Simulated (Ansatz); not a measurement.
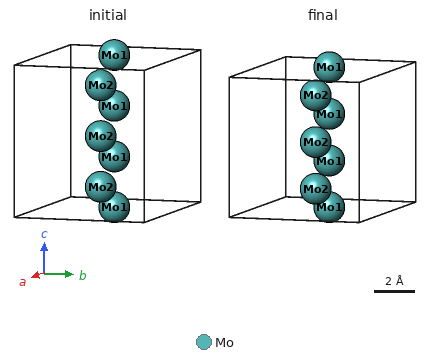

The structure of a wire of composition Mo before (left) and after (right) a relaxation, at one scale.

Style: spheres-only. Shown: the 3 repeat of the cell, with the vacuum cut short, slightly off an axis.

Case: strip chain of atoms.

Method: Ansatz, DFT PBE, scalar-relativistic, plane waves, PAW.

Input
```yaml
crystal:
  lattice:
    - [11.2, 0.0, 0.0]
    - [0.0, 9.3, 0.0]
    - [0.0, 0.0, 2.6111194715]
  atoms:
    - { symbol: Mo, position: [0.4010273111, 0.5, 0.0], spin: 1.5 }
    - { symbol: Mo, position: [0.5989726889, 0.5, 0.5], spin: 1.5 }
basis:
  ecutwfc: 420
kpoints:
  mp_grid: { grid: [1, 1, 25] }
hamiltonian:
  xc: pbe
scf:
  occupations: { method: gaussian, width: 0.05 }
output:
  forces: true
  stress: true
  eigenvalues: true
  populations: true
  write_density: true
  write_potential: true
  elf: true
  volumetric_format: npy
magnetization:
  spin_polarized: true
relax:
  adjacent_minimum: "off"
  f_tol: 0.01
  max_steps: 45
  cell: { fix: [a, b, alpha, beta, gamma], stress_tol: 0.03 }
```

Launched with:
```bash
ansatz run input.yaml --threads 2 --pin off --max-ram 5120MiB --backend cpu --events-out ev --progress --plain --runs-dir out
```

Q: What changed between the two?

A: The atoms keep their places relative to the layer's centre (all moves are under 0.005 Å). Along the periodic axis the drawn cell goes c 7.833 → 7.209 Å (−8.0 %). Near-neighbour distances that change, for instance: Mo1–Mo1 2.611 → 2.403 Å, Mo1–Mo2 2.573 → 2.520 Å. Bond angles that change, for instance: Mo2–Mo1–Mo2 61.0° → 57.0°, Mo1–Mo1–Mo2 120.5° → 118.5°, Mo1–Mo1–Mo2 59.5° → 61.5°. Over 5 accepted moves (7 points after the start) the energy falls by 0.326 eV per cell of the calculation. The largest force component goes from 1.2 to under 0.0001 eV/Å. The line search rejected the trial step at point 4 of the run. The SCF was repeated once at an unchanged geometry on a basis and grid sized afresh for the cell, which shifted the energy by 0.7 meV per cell of the calculation at most. The run took 3.1 min on 2 threads of Intel(R) Xeon(R) Processor @ 2.50GHz (Skylake/Cascade Lake), with other jobs on the host, peak memory 0.59 GiB.

Limits of the set-up: the k-point mesh is coarse for a cell with partly filled bands.
